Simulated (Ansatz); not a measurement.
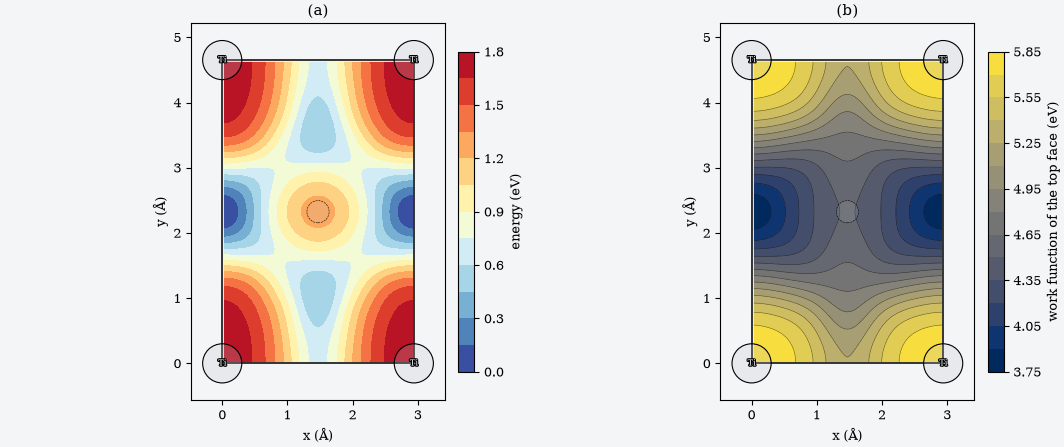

S on a Ti(100) slab cut from the P6_3/mmc phase, its upper half relaxed before the scan (12 atoms of substrate and one adsorbate in a 2 × 1 cell). S is moved over the surface cell; relaxed at each place: the height of the adsorbate's atoms; substrate rigid; the origin of the map has the adsorbate above Ti11. Places are given modulo a cell vector. The map is drawn in real space over the plane of the surface. The grid has 6 × 6 points; 16 points were computed and 20 follow by symmetry. Places are given in fractions of the 1 × 1 surface cell. Energies: eV, counted from the lowest grid point. All numbers below come from DFT PBE, scalar-relativistic, plane waves, PAW in Ansatz. Settings: cutoff 420 eV, k-mesh 5×6×1, gaussian smearing 0.1 eV, no spin polarisation.

Panel (a) is the energy; panel (b) is the computed work function of the top face, in eV.

In the figure: filled contours, labelled circles for the atoms of the top layer and small ones for the second layer, the outline of one cell of the plane. Between grid points the surface is interpolated.

> How does the work function of the top face vary over the map, and what is it at the lowest grid point?

It runs from 3.80 eV at the trough between two rows of top atoms, (0/6, 3/6) of the cell vectors to 5.83 eV at the top site over a surface Ti atom, (0/6, 0/6) of the cell vectors. At the lowest grid point, the trough between two rows of top atoms, (0/6, 3/6) of the cell vectors, it is 3.80 eV.

```tsv
second ↓, first →	0/6	1/6	2/6	3/6	4/6	5/6
5/6	5.56	5.48	5.22	4.96	5.22	5.48
4/6	4.48	4.46	4.53	4.65	4.53	4.46
3/6	3.80	4.03	4.36	4.51	4.36	4.03
2/6	4.48	4.46	4.53	4.65	4.53	4.46
1/6	5.56	5.48	5.22	4.96	5.22	5.48
0/6	5.83	5.76	5.52	5.26	5.52	5.76
```

PAW datasets: the set soft_1.
